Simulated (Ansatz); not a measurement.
Cu: several calculations on one system

### Relaxation

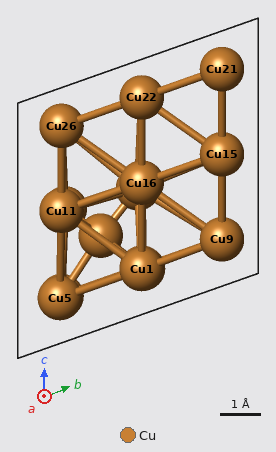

Starting structure of a defect cell of composition Cu. Style: ball-and-stick. Shown: the cell of the calculation, reduced to other axes (origin shifted), along the a axis. Lengths and directions refer to the drawn axes.

Case: Cu interstitial, charge +0, atoms relaxed at the host's cell.

All numbers below come from DFT LDA, scalar-relativistic, plane waves, PAW (Ansatz 0.2.0).

The input:
```yaml
crystal:
  lattice:
    - [-5.2773513497, -5.2773513497, 0.0]
    - [0.0, -5.2773513497, 5.2773513497]
    - [-5.2773513497, 0.0, 5.2773513497]
  atoms:
    - { symbol: Cu, position: [0.666473391, 0.0079406379, -0.0051842609] }
    - { symbol: Cu, position: [0.3333333333, 0.0, 0.0] }
    - { symbol: Cu, position: [0.0, 0.0, 0.0] }
    - { symbol: Cu, position: [0.6719084011, 0.3294585082, -0.0053000259] }
    - { symbol: Cu, position: [0.3263801653, 0.3541021682, -0.0055071293] }
    - { symbol: Cu, position: [0.0, 0.3333333333, 0.0] }
    - { symbol: Cu, position: [0.6666666667, 0.6666666667, 0.0] }
    - { symbol: Cu, position: [0.3333333333, 0.6666666667, 0.0] }
    - { symbol: Cu, position: [0.0, 0.6666666667, 0.0] }
    - { symbol: Cu, position: [0.6510539855, 0.022409533, 0.3162953244] }
    - { symbol: Cu, position: [0.3334669427, -0.0116452418, 0.3345884864] }
    - { symbol: Cu, position: [0.0, 0.0, 0.3333333333] }
    - { symbol: Cu, position: [0.6666666667, 0.3333333333, 0.3333333333] }
    - { symbol: Cu, position: [0.3474444696, 0.3106594603, 0.3385584381] }
    - { symbol: Cu, position: [0.0, 0.3333333333, 0.3333333333] }
    - { symbol: Cu, position: [0.6666666667, 0.6666666667, 0.3333333333] }
    - { symbol: Cu, position: [0.3333333333, 0.6666666667, 0.3333333333] }
    - { symbol: Cu, position: [1.0, 0.6666666667, 0.3333333333] }
    - { symbol: Cu, position: [0.6666666667, 0.0, 0.6666666667] }
    - { symbol: Cu, position: [0.3333333333, 0.0, 0.6666666667] }
    - { symbol: Cu, position: [0.0, 0.0, 0.6666666667] }
    - { symbol: Cu, position: [0.6666666667, 0.3333333333, 0.6666666667] }
    - { symbol: Cu, position: [0.3333333333, 0.3333333333, 0.6666666667] }
    - { symbol: Cu, position: [1.0, 0.3333333333, 0.6666666667] }
    - { symbol: Cu, position: [0.6666666667, 0.6666666667, 0.6666666667] }
    - { symbol: Cu, position: [0.3333333333, 0.6666666667, 0.6666666667] }
    - { symbol: Cu, position: [0.0, 0.6666666667, 0.6666666667] }
    - { symbol: Cu, position: [0.4961222676, 0.1567898123, 0.1822494777] }
basis:
  ecutwfc: 420
  xc_grid: 2
kpoints:
  mp_grid: { grid: [4, 4, 4], shift: [0.0, 0.0, 0.0] }
hamiltonian:
  xc: lda
scf:
  occupations: { method: gaussian, width: 0.1 }
output:
  forces: true
  stress: false
  eigenvalues: true
  write_density: true
  write_potential: true
  elf: true
  volumetric_format: npy
relax:
  adjacent_minimum: "off"
  f_tol: 0.025
  max_steps: 45
```

Run as
```bash
ansatz run input.yaml --threads 4 --pin off --max-ram 8192MiB --backend cpu --events-out ev --progress --plain --runs-dir out
```

### What does the optimiser find from here?

The largest move is that of Cu10, 0.50 Å along [−1 1 1]. The cell stays as it was. Among the contacts that change: Cu10–Cu14 2.213 → 2.957 Å, Cu4–Cu10 2.349 → 2.951 Å, Cu10–Cu28 1.529 → 2.093 Å, Cu1–Cu10 2.398 → 2.958 Å. Bonds break: Cu10–Cu14 (2.21 → 2.96 Å). Among the angles between lasting bonds that change: Cu5–Cu28–Cu10 171.4° → 179.4°, Cu4–Cu28–Cu11 173.6° → 179.9°, Cu1–Cu28–Cu4 83.8° → 89.7°. The energy falls by 16.571 eV per cell of the calculation in 5 accepted moves (6 points after the start). The largest force component goes from 34 to 0.019 eV/Å. 1 step only repeated the SCF at the same geometry. Cost: 21 min on 4 threads of Intel(R) Xeon(R) Processor @ 2.70GHz (shared host), peak memory 3.6 GiB.

The end point in the same view:

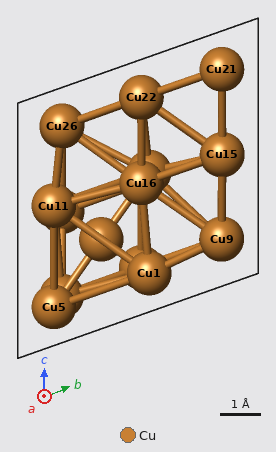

Limits of the set-up: the periodic images lie only 7.5 Å apart, so the values are limited by the cell's size.

### Relaxation

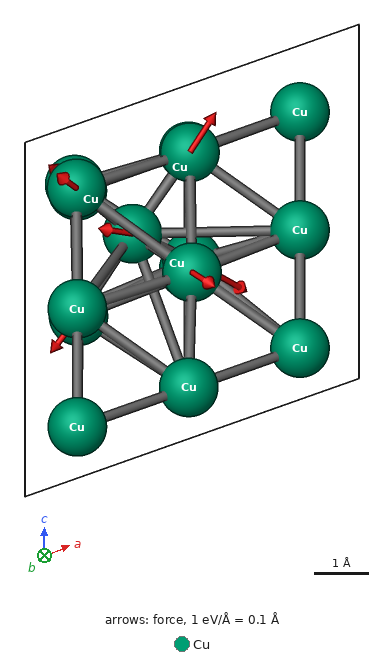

Starting geometry of a defect cell of composition Cu with the computed forces as red arrows. A ball-and-stick model of the cell of the calculation, reduced to other axes (origin shifted), seen along the b axis. Lengths and directions refer to the drawn axes.

Case: Cu interstitial, charge +0, atoms relaxed at the host's cell.

Level of theory: DFT PBE, scalar-relativistic, plane waves, PAW in Ansatz 0.2.0. (plane-wave cutoff 420 eV; k-point mesh 4 × 4 × 4; occupations gaussian; smearing width 0.1 eV; no spin polarisation; atoms relaxed in a fixed cell; force threshold 0.025 eV/Å; at most 45 steps)

> What follows when this structure is relaxed?

It isn't relaxed: the largest force vector, on a Cu atom, is 16.86 eV/Å. The atoms end up moving mostly along the starting forces (cosine between the two patterns 0.89). A Cu atom moves most: 0.43 Å roughly along [1 2 −2]. The lattice vectors keep their values. Near-neighbour distances that change, for instance: Cu–Cu 2.428 → 3.018 Å, Cu–Cu 2.609 → 3.089 Å, Cu–Cu 2.567 → 3.046 Å, Cu–Cu 2.592 → 3.055 Å. After 3 accepted moves (4 points after the start) the energy has fallen by 7.728 eV per cell of the calculation. The largest force component goes from 17 to 0.019 eV/Å. 1 step only repeated the SCF at the same geometry.

Limits of the set-up: the periodic images lie only 7.7 Å apart, so the values are limited by the cell's size.

### Defect

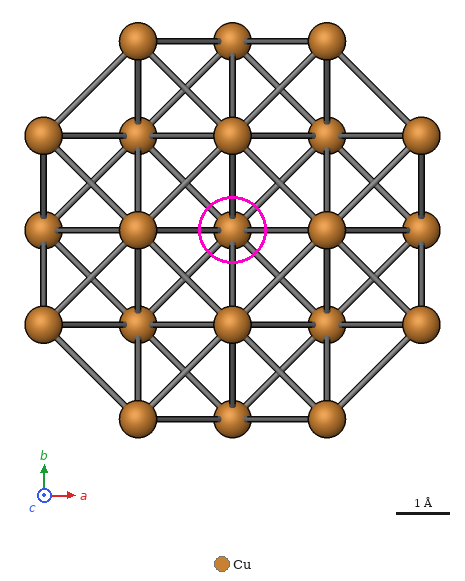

Perfect Cu. A ball-and-stick model of the atoms within 4.6 Å of one point, in a slice 4.2 Å thick across the line of sight, seen along the c axis.

All numbers below come from DFT PBE, scalar-relativistic, plane waves, PAW (Ansatz 0.2.0). Set-up: plane-wave cutoff 420 eV; k-point mesh 6 × 6 × 6; occupations gaussian; smearing width 0.1 eV; no spin polarisation. The cell is small and the k-mesh coarse, so the numbers are rough. The axes drawn are those of the host's conventional cell.

A copper atom is taken out (a vacancy) at the ringed place, in charge state 0. The supercell has 27 sites, and the atoms are relaxed at the host's cell.

Q: How do the neighbours respond?

A: Around the empty Cu site the host had 12 Cu at 2.57 Å; after relaxation the nearest atoms are 12 Cu at 2.54 Å. Of the host's atoms, a copper atom moves furthest from its site, by 0.02 Å. Relaxing the atoms from the host's sites lowers the energy by 0.03 eV. At a tolerance of 0.02 Å the relaxed supercell has space group Fm-3m.

The relaxed defect, seen from the same direction:

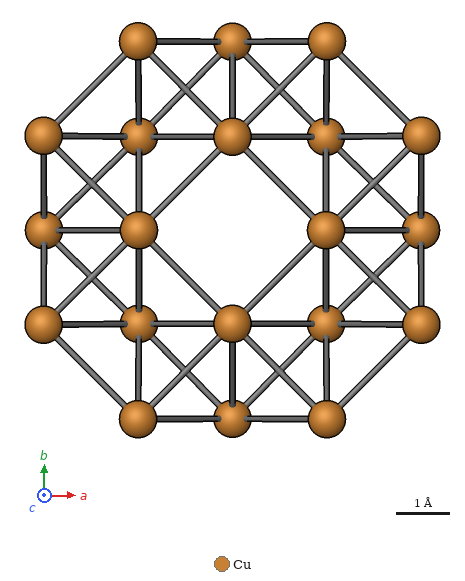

### Defect

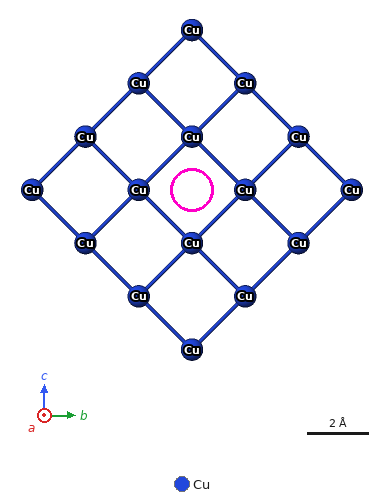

Perfect Cu. Style: ball-and-stick. Shown: the atoms within 6.0 Å of one point, in a slice 3.4 Å thick across the line of sight, along the a axis.

The calculation used DFT LDA, scalar-relativistic, plane waves, PAW (Ansatz 0.2.0). Set-up: plane-wave cutoff 420 eV; k-point mesh 4 × 4 × 4; occupations gaussian; smearing width 0.1 eV; no spin polarisation. The cell is small and the k-mesh coarse, so the numbers are rough. The axes drawn are those of the host's conventional cell.

An extra copper atom is put between the host's atoms (an interstitial) at the ringed place, in charge state 0. The supercell has 27 sites, and the atoms are relaxed at the host's cell.

Q: How do the neighbours respond?

A: The Cu atom starts with 6 Cu at 1.76 Å around its place and ends with 6 Cu at 2.09 Å. Of the host's atoms, a copper atom moves furthest from its site, by 0.34 Å. The Cu atom itself moves 0.09 Å from where it was put.

The relaxed defect, seen from the same direction:

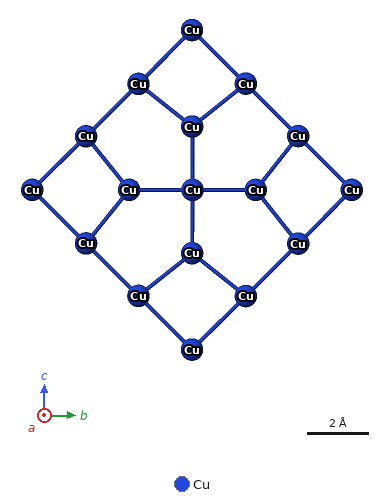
